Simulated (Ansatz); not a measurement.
H: several calculations on one system

### Relaxation

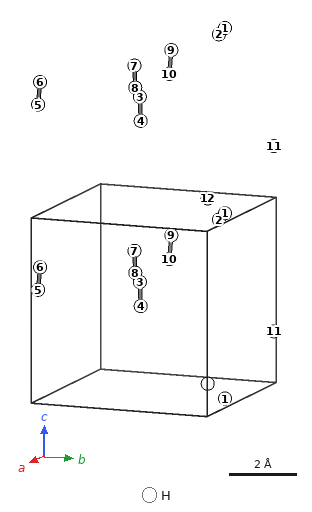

An amorphous cell of composition H, before the relaxation. A ball-and-stick model of the cell of the calculation, repeated 1 × 1 × 2 with one cell outlined, seen slightly off an axis.

The cell holds 6 H2. The run prepares the start of a later molecular dynamics calculation, from a guessed geometry.

Theory: Ansatz 0.2.0, DFT r2SCAN-D3(BJ), scalar-relativistic, plane waves, PAW.

Input
```yaml
accuracy: low
crystal:
  lattice:
    - [5.646216, 0.0, 0.0]
    - [0.0, 5.646216, 0.0]
    - [0.0, 0.0, 5.646216]
  atoms:
    - { symbol: H, position: [0.4913791, 0.9017678, 0.99721] }
    - { symbol: H, position: [0.3976692, 0.8305202, 0.9407481] }
    - { symbol: H, position: [0.5573195, 0.4432619, 0.6050755] }
    - { symbol: H, position: [0.5543083, 0.4467348, 0.4745971] }
    - { symbol: H, position: [0.9801025, 0.0306182, 0.6109133] }
    - { symbol: H, position: [0.9068394, 0.0127818, 0.7174971] }
    - { symbol: H, position: [0.799217, 0.5077856, 0.8225469] }
    - { symbol: H, position: [0.8727232, 0.5412442, 0.7199648] }
    - { symbol: H, position: [0.2439443, 0.4990393, 0.8037512] }
    - { symbol: H, position: [0.2427667, 0.4869521, 0.6737579] }
    - { symbol: H, position: [1.015095, 0.9924453, 0.2788645] }
    - { symbol: H, position: [0.9482799, 0.9833254, 0.1670687] }
basis:
  ecutwfc: 500.0
kpoints:
  mp_grid: { grid: [1, 1, 1] }
hamiltonian:
  xc: r2scan
  dispersion: d3bj
scf:
  occupations: { method: fermi_dirac, width: 0.02 }
  lower_state_search: "off"
relax:
  f_tol: 0.3
  max_steps: 15
  adjacent_minimum: "off"
```

Command:
```bash
ansatz run input.yaml --threads 1 --pin off --max-ram 3072MiB --backend cpu --events-out ev --progress --plain --runs-dir out
```

Where does the relaxation end?

The largest moves, 0.34 Å, are those of H3 and H4. H3 goes roughly along [0 −1 −3]. The cell stays as it was. The energy falls by 0.290 eV per cell of the calculation in 2 geometry steps. The largest force component goes from 0.36 to 0.3 eV/Å. The run took 21 s on 1 thread of Arm Neoverse V1, on a shared host, peak memory 0.3 GiB.

The structure at the end:

```
H
1.0
     5.64622    0.00000    0.00000
     0.00000    5.64622    0.00000
     0.00000    0.00000    5.64622
H
12
Direct
  0.49841 0.90282 0.00151
  0.40696 0.83319 0.93797
  0.56653 0.42562 0.54860
  0.55489 0.42764 0.41809
  0.98733 0.04482 0.63286
  0.88947 0.01714 0.71660
  0.79041 0.52742 0.87197
  0.85590 0.55587 0.76329
  0.22896 0.49388 0.81604
  0.25247 0.48304 0.68728
  0.03233 0.98806 0.25769
  0.94595 0.97699 0.16007
```

After the run, drawn alike:

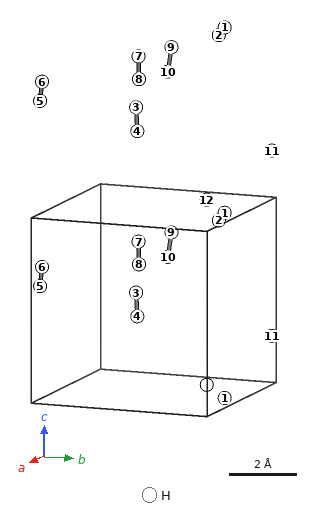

Limits of the set-up: the program's low-accuracy preset was used; the periodic images lie only 5.6 Å apart, so the values are limited by the cell's size.

### Dynamics

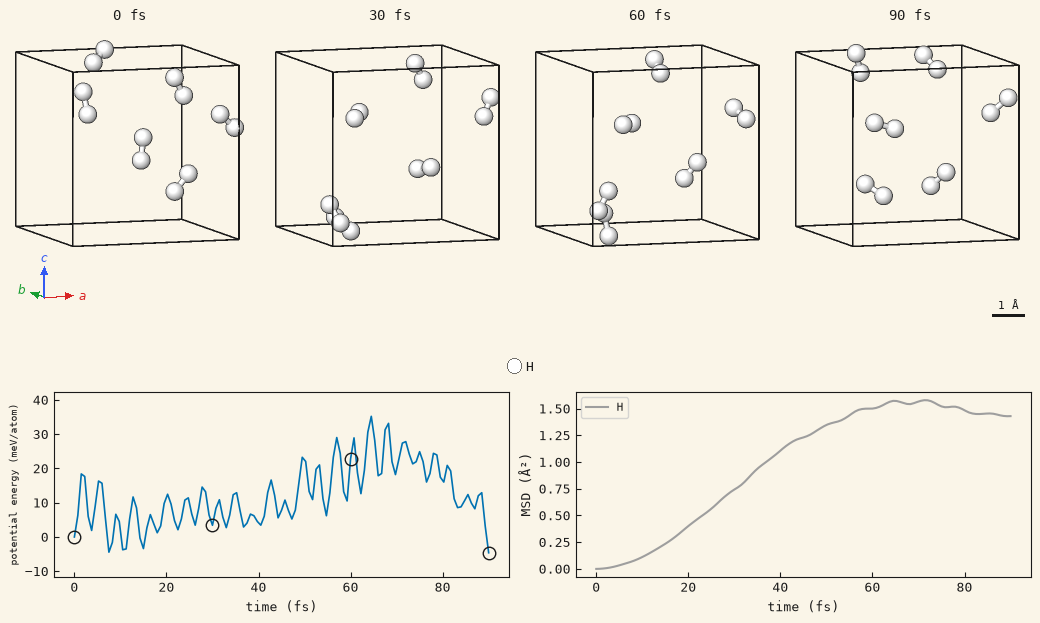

A Born-Oppenheimer molecular dynamics run of a periodic cell with 6 H2 at 0.112 g/cm³, 90 fs long. Frames and the history of the run. Style: ball-and-stick. Shown: the simulation cell, slightly off an axis. Atoms that leave the cell re-enter on the other side.

Level of theory: DFT r2SCAN-D3(BJ), scalar-relativistic, plane waves, PAW (Ansatz). Settings: plane-wave cutoff 500 eV; k-point mesh 1 × 1 × 1; Fermi-Dirac smearing 0.02 eV; low-accuracy preset; Langevin thermostat (NVT); set temperature 700 K; time step 0.75 fs; friction 0.02 per fs.

Input
```yaml
accuracy: low
crystal:
  lattice:
    - [5.646216, 0.0, 0.0]
    - [0.0, 5.646216, 0.0]
    - [0.0, 0.0, 5.646216]
  atoms:
    - { symbol: H, position: [0.49841325, 0.90281888, 1.00151157] }
    - { symbol: H, position: [0.4069641, 0.83318607, 0.93797259] }
    - { symbol: H, position: [0.56653076, 0.42561858, 0.54859999] }
    - { symbol: H, position: [0.55489374, 0.42764441, 0.41809492] }
    - { symbol: H, position: [0.98733222, 0.04482359, 0.63286417] }
    - { symbol: H, position: [0.88947429, 0.0171384, 0.7166036] }
    - { symbol: H, position: [0.79040895, 0.52742027, 0.87197078] }
    - { symbol: H, position: [0.85590283, 0.55587071, 0.76329359] }
    - { symbol: H, position: [0.22896451, 0.49387493, 0.81604228] }
    - { symbol: H, position: [0.25247423, 0.48303724, 0.68728138] }
    - { symbol: H, position: [1.03233462, 0.98805555, 0.2576879] }
    - { symbol: H, position: [0.94595061, 0.97698798, 0.16007233] }
basis:
  ecutwfc: 500.0
kpoints:
  mp_grid: { grid: [1, 1, 1] }
hamiltonian:
  xc: r2scan
  dispersion: d3bj
scf:
  occupations: { method: fermi_dirac, width: 0.02 }
  lower_state_search: "off"
md:
  timestep: 0.75
  n_steps: 120
  ensemble: nvt_langevin
  temperature: 700.0
  initial_velocities: maxwell_boltzmann
  seed: 737630
  friction: 0.02
```

Launched with:
```bash
ansatz run input.yaml --threads 1 --pin off --max-ram 3072MiB --backend cpu --events-out ev --progress --plain --runs-dir out
```

### Describe the run.

Over the second half the temperature averages 509 K (spread ±85 K). The potential energy in the second half lies on average 17.6 meV per atom above the first frame. Root-mean-square distances from the starting positions over the second half, with the common drift of all atoms taken out: H 1.21 Å. The molecules turn and drift from their places.

Limits of the set-up: the program's low-accuracy preset was used; the periodic images lie only 5.6 Å apart, so the values are limited by the cell's size.

### Dynamics

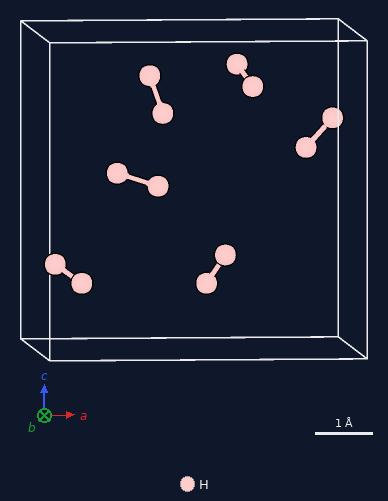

Starting frame of a dynamics run of a periodic cell with 6 H2 at 0.112 g/cm³. It starts from the last geometry of an earlier run, with fresh velocities. The picture is a ball-and-stick view of the simulation cell, seen from a free direction.

Method: Ansatz, DFT r2SCAN-D3(BJ), scalar-relativistic, plane waves, PAW.

Input file:
```yaml
accuracy: low
crystal:
  lattice:
    - [5.646216, 0.0, 0.0]
    - [0.0, 5.646216, 0.0]
    - [0.0, 0.0, 5.646216]
  atoms:
    - { symbol: H, position: [0.32421637, 0.85436279, 0.88086805] }
    - { symbol: H, position: [0.36217765, 0.88914817, 0.76429127] }
    - { symbol: H, position: [0.55988179, 0.23079261, 0.18330333] }
    - { symbol: H, position: [0.62590215, 0.15642065, 0.26692902] }
    - { symbol: H, position: [0.88295679, 0.12248833, 0.60117175] }
    - { symbol: H, position: [0.97119959, 0.07153168, 0.69011098] }
    - { symbol: H, position: [0.68311443, 0.47447615, 0.81814291] }
    - { symbol: H, position: [0.6263892, 0.55323356, 0.89429985] }
    - { symbol: H, position: [0.26629138, 0.36373319, 0.54049939] }
    - { symbol: H, position: [0.39358727, 0.37857968, 0.50003787] }
    - { symbol: H, position: [1.10031694, 1.04448509, 0.23292464] }
    - { symbol: H, position: [1.18950992, 0.98201938, 0.16844282] }
basis:
  ecutwfc: 500.0
kpoints:
  mp_grid: { grid: [1, 1, 1] }
hamiltonian:
  xc: r2scan
  dispersion: d3bj
scf:
  occupations: { method: fermi_dirac, width: 0.02 }
  lower_state_search: "off"
md:
  timestep: 0.5
  n_steps: 180
  ensemble: nvt_langevin
  temperature: 700.0
  initial_velocities: maxwell_boltzmann
  seed: 502681
  friction: 0.005
```

Run as
```bash
ansatz run input.yaml --threads 1 --pin off --max-ram 3072MiB --backend cpu --events-out ev --progress --plain --runs-dir out
```

> Predict how the run goes.

The mean temperature in the second half is 763 K (standard deviation 58 K). The potential energy in the second half lies on average 12.2 meV per atom above the first frame. Root-mean-square distances from the starting positions over the second half, with the common drift of all atoms taken out: H 1.35 Å. The molecules turn and drift from their places.

Along the run (each row but the first and the last is the mean over the interval that it begins):

```json
{"time (fs)": "0.0", "potential energy (meV/atom)": "0.0", "T (K)": "642"}
{"time (fs)": "11.0", "potential energy (meV/atom)": "24.0", "T (K)": "393"}
{"time (fs)": "22.0", "potential energy (meV/atom)": "12.7", "T (K)": "578"}
{"time (fs)": "33.0", "potential energy (meV/atom)": "9.3", "T (K)": "706"}
{"time (fs)": "44.0", "potential energy (meV/atom)": "10.4", "T (K)": "711"}
{"time (fs)": "55.0", "potential energy (meV/atom)": "6.9", "T (K)": "760"}
{"time (fs)": "66.0", "potential energy (meV/atom)": "11.6", "T (K)": "761"}
{"time (fs)": "77.0", "potential energy (meV/atom)": "20.9", "T (K)": "791"}
{"time (fs)": "88.0", "potential energy (meV/atom)": "10.4", "T (K)": "826"}
```

The paths of the atoms:

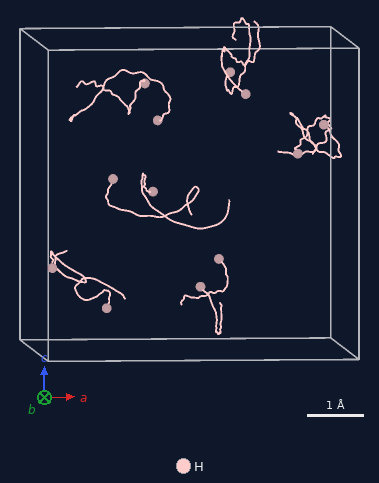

Limits of the set-up: the program's low-accuracy preset was used; the periodic images lie only 5.6 Å apart, so the values are limited by the cell's size.
